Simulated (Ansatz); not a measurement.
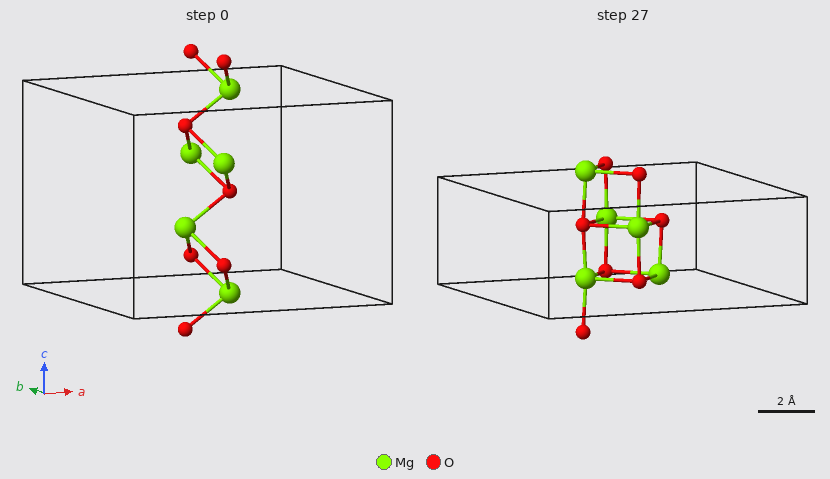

The structure of a wire of composition MgO before (left) and after (right) a relaxation, at one scale.

Style: ball-and-stick. Shown: the cell of the calculation, with the vacuum cut short, slightly off an axis.

Case: wire along [1 1 1], 8 atoms a period.

Theory: Ansatz 0.2.0, DFT PBE, scalar-relativistic, plane waves, PAW. Set-up: plane-wave cutoff 420 eV; k-point mesh 1 × 1 × 5; occupations gaussian; smearing width 0.05 eV; no spin polarisation; cell relaxed at fixed a, b, alpha, beta, gamma; force threshold 0.02 eV/Å; at most 45 steps.

Summarise the run.

Answer. The largest moves relative to the layer's centre, 2.39 Å, are those of Mg atoms. By element the largest moves are Mg 2.39 Å, O 0.93 Å. Along the periodic axis the drawn cell goes c 7.368 → 3.881 Å (−47.3 %). Among the contacts that change: Mg–O 6.381 → 1.944 Å, Mg–Mg 5.210 → 2.805 Å, Mg–O 3.684 → 1.944 Å, Mg–Mg 3.008 → 2.804 Å. New bonds form, among them: Mg–O (3.68 → 1.94 Å), Mg–O (6.38 → 1.94 Å). Bond angles that change, for instance: Mg–O–Mg 90.0° → 85.9°, O–Mg–O 90.0° → 94.1°, Mg–O–Mg 90.0° → 87.7°. Over 25 accepted moves (27 points after the start) the energy falls by 12.727 eV per cell of the calculation. The largest force component goes from 3.1 to 0.0011 eV/Å. At 2 points the geometry stayed and the basis and grid were re-selected for the new cell (energy shift of 18.6 meV per cell of the calculation at most each time).
